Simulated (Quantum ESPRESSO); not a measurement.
# CdF2: 7 runs along one coordinate

System: CdF2 (Fm-3m, 3 atoms in the cell).
Method: Kohn-Sham DFT of a periodic cell, PBE, SSSP 1.3 efficiency PBE, no spin polarisation (Quantum ESPRESSO 7.5).

The 7 runs differ only in the geometry, by an even scaling of the cell at fixed fractional positions. The structure derives from an entry of the Crystallography Open Database.

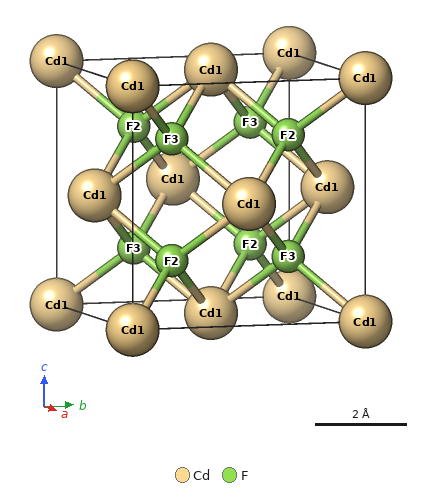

Figure 1. The structure of run 4 (ball-and-stick view of the cell 4 times as large as that of the calculation, set on its symmetry axes, seen slightly off an axis; atoms are numbered from 1 in the order of the input). An atom can appear more than once, as a periodic image.

## Input of run 4
```
&CONTROL
  calculation = 'scf'
  prefix = 'pwscf'
  outdir = './tmp'
  pseudo_dir = './pseudo'
  tstress = .true.
  disk_io = 'nowf'
/
&SYSTEM
  ibrav = 0
  nat = 3
  ntyp = 2
  ecutwfc = 60
  ecutrho = 480
  nbnd = 20
  occupations = 'smearing'
  smearing = 'fd'
  degauss = 0.00367493
/
&ELECTRONS
  conv_thr = 6d-10
  electron_maxstep = 120
  mixing_beta = 0.5
/
ATOMIC_SPECIES
Cd   112.4140 Cd.pbe-dn-rrkjus_psl.0.3.1.UPF
F     18.9984 f_pbe_v1.4.uspp.F.UPF
CELL_PARAMETERS angstrom
   0.0000000000    2.6940000000    2.6940000000
   2.6940000000    0.0000000000    2.6940000000
   2.6940000000    2.6940000000    0.0000000000
ATOMIC_POSITIONS crystal
Cd     0.0000000000    0.0000000000    0.0000000000
F      0.7500000000    0.7500000000    0.7500000000
F      0.2500000000    0.2500000000    0.2500000000
K_POINTS automatic
9 9 9 0 0 0
```

Command:
```bash
OMP_NUM_THREADS=1 mpirun -n 2 pw.x -nk 2 -in pw.in > pw.out
```

Run 6 differs from it as follows:
```diff
-   0.0000000000    2.6940000000    2.6940000000
-   2.6940000000    0.0000000000    2.6940000000
-   2.6940000000    2.6940000000    0.0000000000
+   0.0000000000    2.7294514339    2.7294514339
+   2.7294514339    0.0000000000    2.7294514339
+   2.7294514339    2.7294514339    0.0000000000
```

## Results, with one run withheld

| run | volume per atom (Å³) | free energy per atom, from the lowest run given (meV) | pressure (GPa) | gap on the mesh (eV) |
| --- | --- | --- | --- | --- |
| 1 | 12.253 | 62.10 | 14.55 | 3.29 |
| 2 | 12.513 | 40.96 | 11.33 | 3.22 |
| 3 | 12.774 | 24.80 | 8.45 | 3.15 |
| 4 | 13.035 | 13.06 | 5.88 | 3.08 |
| 5 | 13.295 | 5.28 | 3.57 | 3.01 |
| 6 | 13.556 | ? | ? | ? |
| 7 | 13.817 | 0.00 | −0.33 | 2.87 |

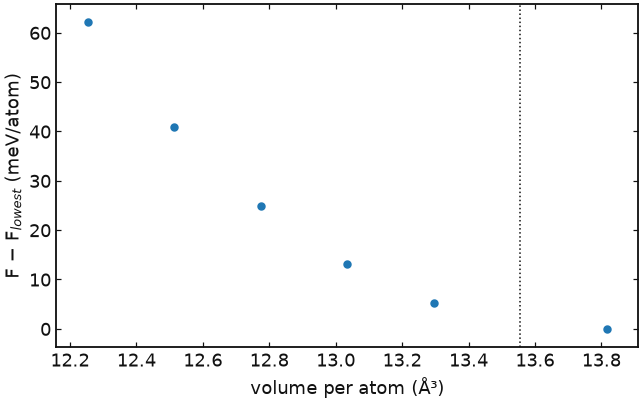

Figure 2. Free energy per atom of the runs given; the dotted line marks run 6.

Fit the runs given and predict run 6.

A cubic polynomial in V^(−2/3) (the Birch–Murnaghan form), fitted to the 6 runs given, misses them by at most 0.02 meV per atom. With x = V^(−2/3) − 0.18151 Å⁻², it reads F = 17.198 + 4622.5 x + 3.1639e+05 x² + 8.4727e+05 x³ (meV per atom). At run 6 it gives 1.06 meV per atom, and the run itself gives 1.05. The slope of the fit gives a pressure −dF/dV of 1.59 GPa there, and the run prints 1.51 GPa. The two needn't agree exactly: the fit is approximate, and the printed stress is taken on a finite basis. The fit has its minimum at 13.780 Å³ per atom, where V d²F/dV² gives 93 GPa: the bulk modulus at this level, since symmetry fixes the shape and the positions. The gap on the mesh goes, without turning, from 3.29 eV in run 1 to 2.87 eV in run 7; run 6 has 2.94 eV. These are gaps of this functional on this mesh, which can miss the band edges; they aren't the measured gap.

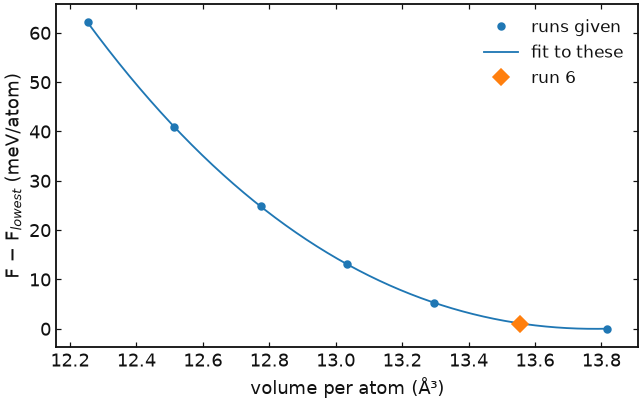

Figure 3. The fit and the withheld run.

## Some lines of the output (run 6)
```
[...]
     number of k points=    35  Fermi-Dirac smearing, width (Ry)=  0.0037
     total energy              =    -219.54874863 Ry
     total energy              =    -219.62977721 Ry
     total energy              =    -219.64304901 Ry
     total energy              =    -219.64352704 Ry
     total energy              =    -219.64356674 Ry
     total energy              =    -219.64356938 Ry
     total energy              =    -219.64356953 Ry
     total energy              =    -219.64356958 Ry
     the Fermi energy is     5.8521 ev
!    total energy              =    -219.64356958 Ry
     The total energy is F=E-TS. E is the sum of the following terms:
     Computing stress (Cartesian axis) and pressure
          total   stress  (Ry/bohr**3)                   (kbar)     P=       15.15
```
